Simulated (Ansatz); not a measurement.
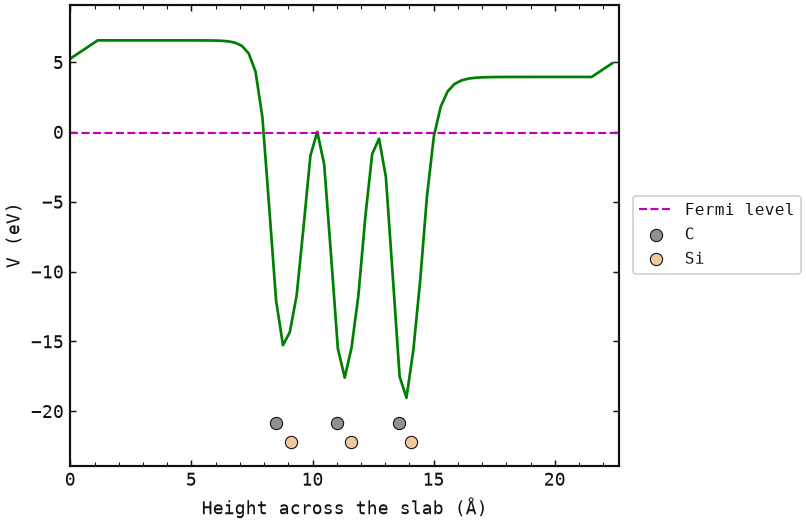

What does the plot show?

Plane-averaged electrostatic potential energy of an electron across the slab; circles at the bottom mark the heights of the atoms (positions after relaxation). System: a (111) slab cut from SiC (F-43m), ended by Si above and C below, 6 atoms in the cell. Method: DFT PBEsol, scalar-relativistic, plane waves, PAW, no spin polarisation, 9×9×1 k mesh, Gaussian smearing of 0.05 eV (Ansatz).

The work function is 4.03 eV at the right face and 6.65 eV at the left. The vacuum level is 2.62 eV higher at the left than at the right, so the slab carries a dipole along its normal; the ramp in the vacuum, at or near the edge of the plot, is the dipole correction that keeps each side flat. Some atoms were held fixed in the relaxation, which can itself make the faces differ. The outermost atoms are 5.6 Å apart, which leaves 17.1 Å of vacuum in a cell 22.7 Å high.
